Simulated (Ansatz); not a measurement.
Re: several calculations on one system

Part 1: Relaxation

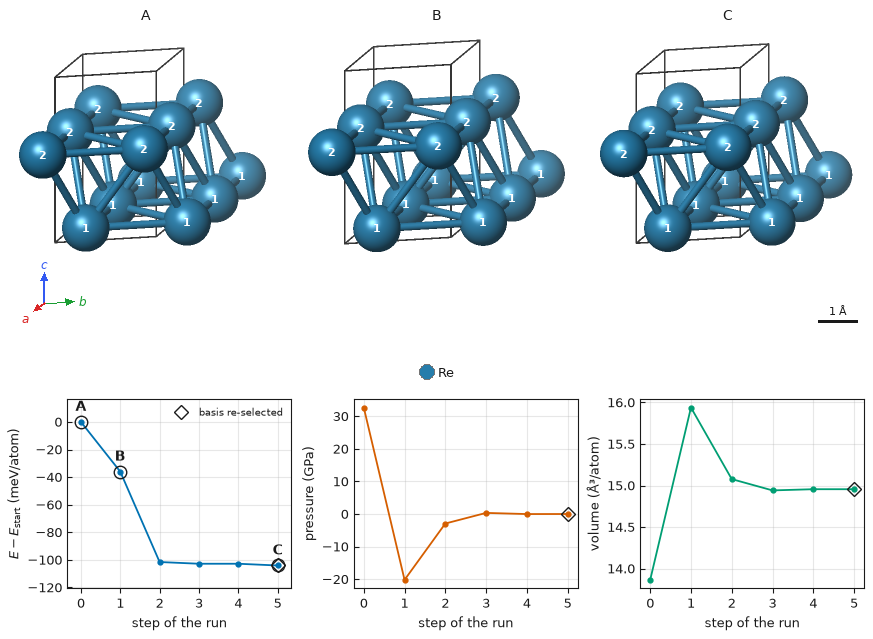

Frames of a relaxation of a crystal of Re (a generated structure, set up in P6_3/mmc), marked on the history of the run. A ball-and-stick model of the cell of the calculation, repeated 3 × 2 × 1 with one cell outlined, seen slightly off an axis.

Case: cell and atoms relaxed from a first guess.

Computed with DFT, PBE, PAW with Ansatz's default frozen-core files, scalar-relativistic (Ansatz).

Input
```yaml
crystal:
  lattice:
    - [2.7037219021, 0.0, 0.0]
    - [-1.351860951, 2.341491852, 0.0]
    - [0.0, 0.0, 4.3800294813]
  atoms:
    - { symbol: Re, position: [0.3333333333, 0.6666666667, 0.25] }
    - { symbol: Re, position: [0.6666666667, 0.3333333333, 0.75] }
kpoints:
  mp_grid: { grid: [14, 14, 8] }
scf:
  occupations: { method: fermi_dirac, width: 0.08 }
hamiltonian:
  xc: pbe
  pseudopotentials: { kind: paw }
output:
  forces: true
  stress: true
relax:
  f_tol: 0.005
  max_steps: 80
  cell: {}
```

Launched with:
```bash
ansatz run input.yaml --threads 1 --pin off --max-ram 2048MiB --backend cpu --events-out ev --progress --plain --runs-dir out
```

Q: What happens along the run?

A: No atom moves by more than 0.005 Å relative to the cell. Cell: a = b 2.704 → 2.775 Å (+2.6 %), c 4.380 → 4.486 Å (+2.4 %). Volume +7.9 %. Among the contacts that change: Re1–Re1 2.704 → 2.775 Å, Re1–Re2 2.689 → 2.756 Å. The space group stays P6_3/mmc (No. 194). After 4 accepted moves (5 points after the start) the energy has fallen by 104 meV per atom. All forces vanish by symmetry, so only the cell relaxes. The pressure goes from 32.68 to 0.01 GPa. The SCF was repeated once at an unchanged geometry on a basis and grid sized afresh for the cell, which shifted the energy by 1.3 meV per atom at most. The run took 17 s on 1 thread of Arm Neoverse V1 (shared host), peak memory 0.33 GiB. From step 0 to 1: volume +15.0 %, energy −36.1 meV per atom. From step 1 to 5: volume −6.2 %, energy −68.0 meV per atom.

```
step  E − E(0), meV/atom  pressure, GPa  volume, Å³/atom                      note
   0                0.00          32.68           13.864                          
   1              -36.06         -20.20           15.939                          
   2             -101.54          -2.91           15.077                          
   3             -102.79           0.35           14.941                          
   4             -102.79           0.00           14.956                          
   5             -104.06           0.01           14.956  same geometry, new basis
```

Part 2: A change

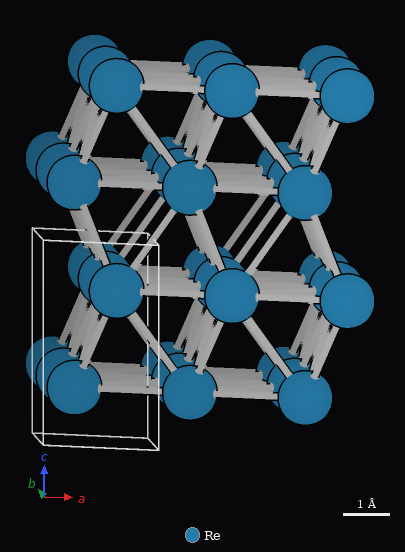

The starting point is a crystal of Re (a generated structure, set up in P6_3/mmc). The picture is a ball-and-stick view of the cell of the calculation, repeated 3 × 3 × 2 with one cell outlined, seen from a free direction.

The calculation used Ansatz 0.2.0, DFT, PBE, all-electron PAW with datasets made for the crystal, scalar-relativistic. Set-up: plane-wave cutoff 260 eV; k-point mesh 14 × 14 × 8; occupations fermi dirac; smearing width 0.08 eV; no spin polarisation.

Change: All lengths are scaled by +1.6 % (volume +5.0 %), the atoms keeping their fractional coordinates. No relaxation follows.

Input
```yaml
crystal:
  lattice:
    - [2.8202692608, 0.0, 0.0]
    - [-1.4101346304, 2.4424248254, 0.0]
    - [0.0, 0.0, 4.559431523]
  atoms:
    - { symbol: Re, position: [0.3333333333, 0.6666666667, 0.25] }
    - { symbol: Re, position: [0.6666666667, 0.3333333333, 0.75] }
kpoints:
  mp_grid: { grid: [14, 14, 8] }
scf:
  occupations: { method: fermi_dirac, width: 0.08 }
hamiltonian:
  xc: pbe
  pseudopotentials: { kind: all_electron, datasets: crystal }
output:
  forces: true
  stress: true
  eigenvalues: true
  efg: { contact_densities: true }
```

Run as
```bash
ansatz run input.yaml --threads 1 --pin off --max-ram 2048MiB --backend cpu --events-out ev --progress --plain --runs-dir out
```

### What does the calculation give for the changed structure?

Near-neighbour distances before and after: Re–Re 2.775 → 2.820 Å, Re–Re 2.756 → 2.802 Å. The space group stays P6_3/mmc (No. 194). The energy rises by 38.8 meV per atom. The pressure goes from 0.1 to −15.8 GPa. The principal stresses (compression positive) are −15.9 GPa along c and −15.8 GPa across it. All forces vanish by symmetry.

Drawn alike, the variant:

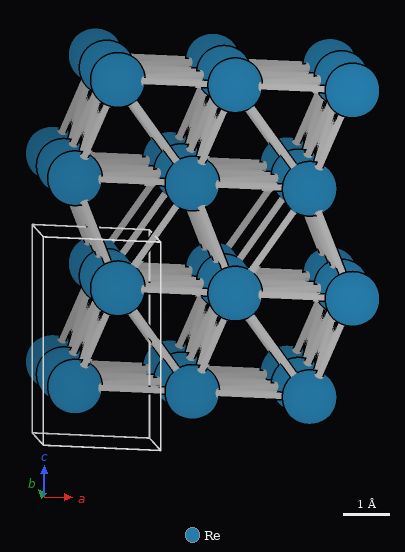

Part 3: A change

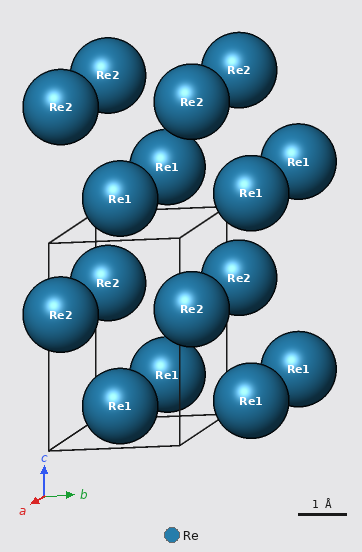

The starting point is solid Re (a generated structure, set up in P6_3/mmc). A spheres-only model of the cell of the calculation, repeated 2 × 2 × 2 with one cell outlined, seen slightly off an axis.

The calculation used Ansatz 0.2.0, DFT, PBE, PAW with Ansatz's default frozen-core files, scalar-relativistic. (plane-wave cutoff 420 eV; k-point mesh 14 × 14 × 8; occupations fermi dirac; smearing width 0.08 eV; no spin polarisation)

The variant: All lengths are scaled by +1.6 % (volume +5.0 %), the atoms keeping their fractional coordinates. No relaxation follows.

The input:
```yaml
crystal:
  lattice:
    - [2.8202692608, 0.0, 0.0]
    - [-1.4101346304, 2.4424248254, 0.0]
    - [0.0, 0.0, 4.559431523]
  atoms:
    - { symbol: Re, position: [0.3333333333, 0.6666666667, 0.25] }
    - { symbol: Re, position: [0.6666666667, 0.3333333333, 0.75] }
kpoints:
  mp_grid: { grid: [14, 14, 8] }
scf:
  occupations: { method: fermi_dirac, width: 0.08 }
hamiltonian:
  xc: pbe
  pseudopotentials: { kind: paw }
output:
  forces: true
  stress: true
  eigenvalues: true
  efg: { contact_densities: true }
```

Run as
```bash
ansatz run input.yaml --threads 1 --pin off --max-ram 2048MiB --backend cpu --events-out ev --progress --plain --runs-dir out
```

**What does the calculation give for the changed structure?**

Some distances before and after: Re–Re 2.775 → 2.820 Å, Re–Re 2.756 → 2.802 Å. The space group stays P6_3/mmc (No. 194). It costs 39.4 meV per atom. The pressure goes from 0.0 to −15.9 GPa. The principal stresses (compression positive) are −16.1 GPa along c and −15.9 GPa across it. All forces vanish by symmetry.

Drawn alike, the variant:

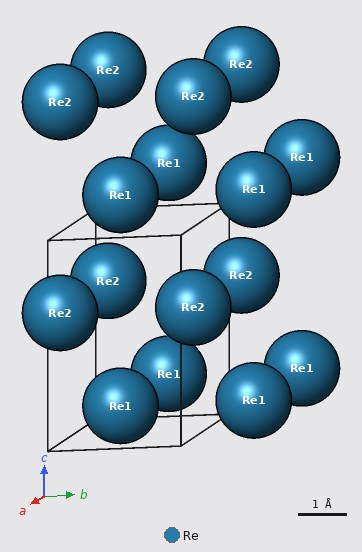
